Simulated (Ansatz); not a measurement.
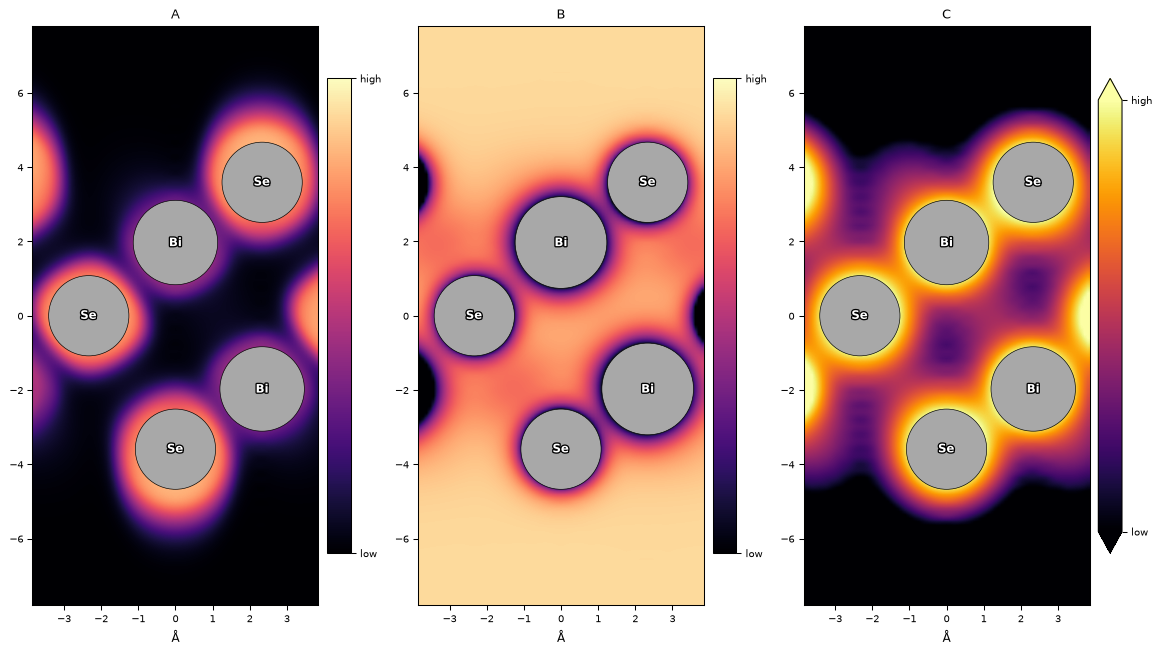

Bi₂Se₃ (slab): 3 fields on the (110) plane of the calculation cell, a cut from vacuum to vacuum, with unlabelled colour scales. Grey discs cover the atomic cores.

Changed on purpose from its base cell (biaxial strain -0.020, atoms relaxed).

These are results of Ansatz, DFT PBE+D3(BJ), scalar-relativistic, plane waves, PAW, not measurements.

> Which field does each panel show? The fields are: electron localisation function, electrostatic potential energy of an electron and valence pseudo-density.

Panel A: electron localisation function. Panel B: electrostatic potential energy of an electron (low next to the atoms, rising into the space between them). Panel C: valence pseudo-density. From the grid: Bi–Se (2.84 Å): ρ at the midpoint is about 0.34 e/Å³; the ELF is about 0.45 at the midpoint and 0.35 at its lowest between the atoms. Bi–Se (3.05 Å): ρ at the midpoint is about 0.23 e/Å³; the ELF is about 0.30 at the midpoint.
